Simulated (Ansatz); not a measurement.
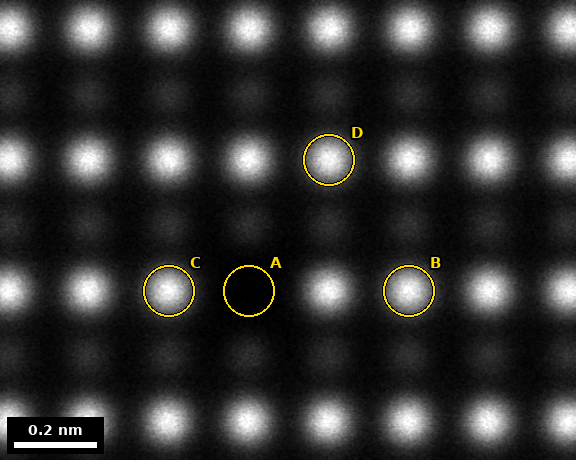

Z-contrast image of MgSe (Fm-3m, No. 225) along [211]. The image is simulated as a sum over atoms of Z^1.7, blurred by a 0.85 Å probe (no channelling). The probe carries 25 % of its weight in a tail 2.5 times as wide. Shot noise and a slight drift were added.

The sample is 1 repeat (6.7 Å) thick. One point defect was put into the perfect crystal, without relaxing the atoms around it. Brightness is counted from the darkest point of the image. Host structure: the end point of a relaxation with Ansatz 0.2.0, DFT PBE, scalar-relativistic, plane waves, PAW; the starting structure was generated, so it need not be a known form of this composition.

Question: Which ringed column holds the defect, and does it scatter more or less than its equals?

Answer: A; it scatters less. The column holds 1 atom (Se) through the sample, and one Se atom is missing, so its peak vanishes.
